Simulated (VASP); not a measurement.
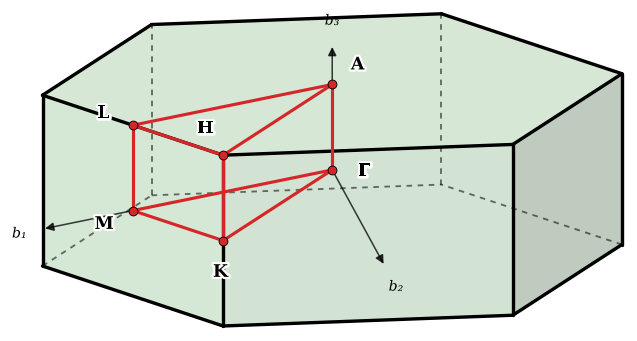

The figure shows the first Brillouin zone with its special points and a band path. Crystal: Ta3N, a cell listed in the Materials Project, as set up for an electronic-structure calculation. Geometry calculated from the standardised cell; symmetry tolerance 0.002 Å.

Labels and path follow the convention of Hinuma et al. (2017), as computed by seekpath; the arrows show the directions of the reciprocal primitive vectors b₁, b₂, b₃.

Which Bravais lattice has this zone?

A primitive hexagonal lattice (hP; extended symbol hP2). The zone is a hexagonal prism in its combinatorial type: 8 faces (6 with 4 edges, 2 with 6 edges), 18 edges, 12 vertices.

Write the standard path through the labelled points.

Γ–M–K–Γ–A–L–H–A | L–M | H–K
